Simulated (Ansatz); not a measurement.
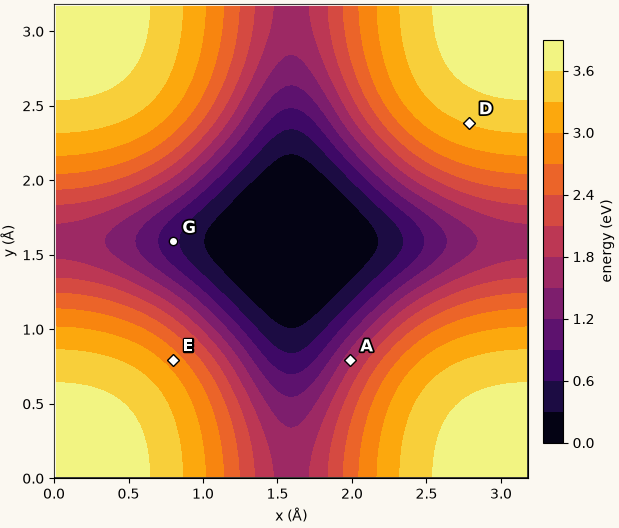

C on a W(100) slab cut from the Im-3m phase, its upper half relaxed before the scan (16 atoms of substrate and one adsorbate in a 2 × 2 cell). C is moved over the surface cell; relaxed at each place: the height of the adsorbate's atoms; substrate rigid; the origin of the map has the adsorbate above W13. Places are given modulo a cell vector. The map is drawn in real space over the plane of the surface. The scan uses an 8 × 8 grid; 15 points were computed and 49 follow by symmetry. Places are given in fractions of the 1 × 1 surface cell. All energies are given in eV relative to the lowest grid point. All numbers below come from DFT PBE, scalar-relativistic, plane waves, PAW in Ansatz. Settings: cutoff 420 eV, k-mesh 4×4×1, gaussian smearing 0.1 eV, no spin polarisation.

In the figure: filled contours, the outline of one cell of the plane, lettered points. Between grid points the surface is interpolated.

Question: Is A the lowest point of the computed grid?

Answer: No. A lies 1.68 eV above the lowest grid point, which is at a fourfold hollow over a second-layer W atom, (4/8, 4/8) of the cell vectors.

Question: What kind of point is each of A, D, E: minimum, saddle, maximum or slope?

Answer: A: on a slope; D: on a slope; E: on a slope. (In these two coordinates alone; a stationary point may lie a little off the grid point.)

Question: Rank the lettered points by energy, lowest first.

Answer: G (0.68 eV), A (1.68 eV), E (2.85 eV), D (3.31 eV).

PAW datasets: the set soft_1.
